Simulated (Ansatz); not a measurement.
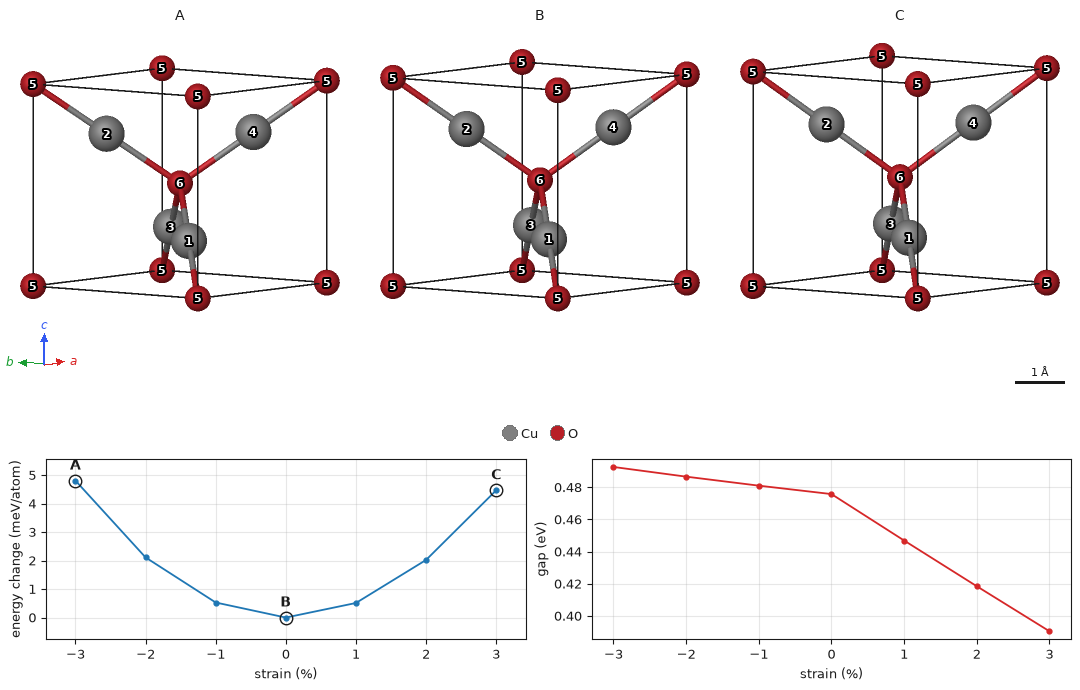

Members of a series of calculations on a crystal of Cu2O (set up in Pn-3m), marked on the first curve. Style: ball-and-stick. Shown: the cell of the calculation, from a free direction.

The calculation used DFT PBE, scalar-relativistic, plane waves, PAW (Ansatz). Set-up: plane-wave cutoff 420 eV; k-point mesh 8 × 8 × 8; occupations gaussian; smearing width 0.02 eV; no spin polarisation.

### Which kind of strain is it, and how does the structure respond?

Strain along c alone, the other axes held, atoms relaxed. A (strain −3.0 %): energy change 4.8 meV/atom, volume 12.84 Å³ per atom, gap 0.49 eV. B (strain 0.0 %): energy change 0.0 meV/atom, volume 13.23 Å³ per atom, gap 0.48 eV. C (strain 3.0 %): energy change 4.5 meV/atom, volume 13.63 Å³ per atom, gap 0.39 eV. The rest compares A with C. The volume changes by +6.2 %, with a = b unchanged at 4.298 Å, c 4.169 → 4.427 Å (+6.2 %). Near-neighbour distances before and after: Cu–O 1.843 → 1.880 Å.
